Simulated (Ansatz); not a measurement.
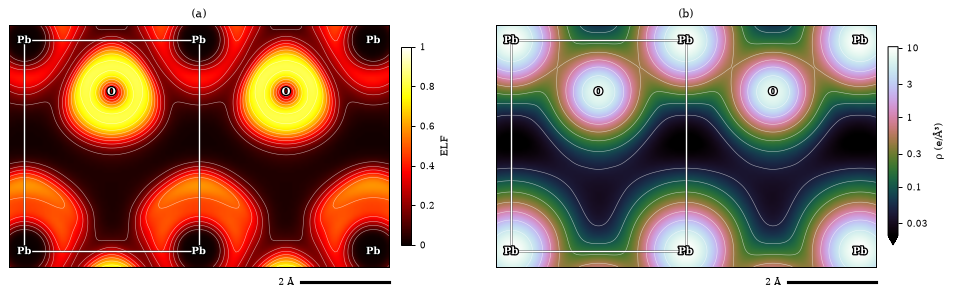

Figure 1: PbO. (a) ELF; (b) valence pseudo-density on the (100) plane of the conventional cell.

Space group P4/nmm; changed on purpose from its base cell (volume × 0.94, shape and atoms relaxed).

Method: DFT PBEsol, scalar-relativistic, plane waves, PAW in Ansatz.

Core electrons are frozen (PAW), and the valence fields are smoothed inside the atomic spheres.

What does the map show?

The plane passes through Pb and O nuclei.
Pb–O (2.31 Å): ρ is about 0.47 e/Å³ halfway; the ELF peaks at about 0.85 in the valence shell of O, 0.6 Å from its nucleus, and drops to about 0.20 between the two atoms.
Between the atoms the lowest density in this plane is 0.02 e/Å³.

Metal or insulator at this level of theory?

It is gapped, with a Kohn–Sham gap of 0.98 eV on the k-point mesh, an upper bound to the gap of this method.
